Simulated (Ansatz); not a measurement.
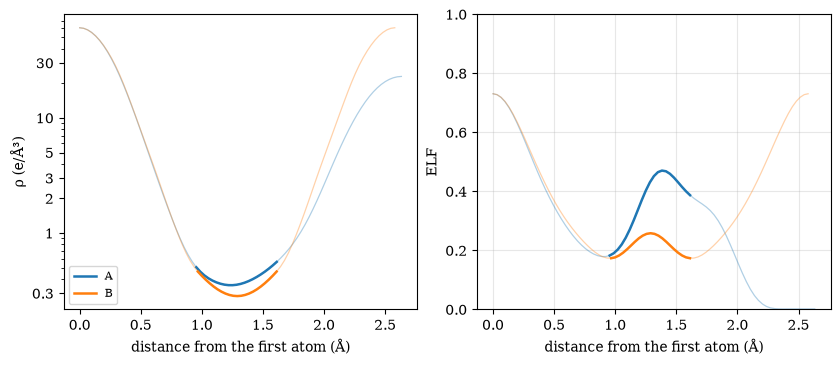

Figure. NiSb. Valence electron density and ELF along straight lines between neighbouring atoms. Thin, pale parts lie inside the atomic spheres.

Space group P6₃/mmc; computed pressure about −9 GPa in this cell; computed without spin polarisation.

All numbers below come from DFT LDA, scalar-relativistic, plane waves, PAW in Ansatz.

In a PAW calculation such maps are meaningful between the atoms, not at the nuclei.

```
CELL_PARAMETERS angstrom
3.97566 0.00000 0.00000
-1.98783 3.44302 0.00000
0.00000 0.00000 5.15685
ATOMIC_POSITIONS crystal
Ni 0.00000 0.00000 0.00000
Ni 0.00000 0.00000 0.50000
Sb 0.33333 0.66667 0.25000
Sb 0.66667 0.33333 0.75000
```

> Which curve belongs to which contact (Ni–Ni and Ni–Sb)? The first atom named is at distance zero.

Curve A: Ni–Sb (2.63 Å): ρ at the midpoint is about 0.36 e/Å³; the ELF is about 0.45 at the midpoint. Curve B: Ni–Ni (2.58 Å): the density is about 0.28 e/Å³ at the midpoint; the ELF is about 0.25 at the midpoint (no shared electron pair shows on this line).
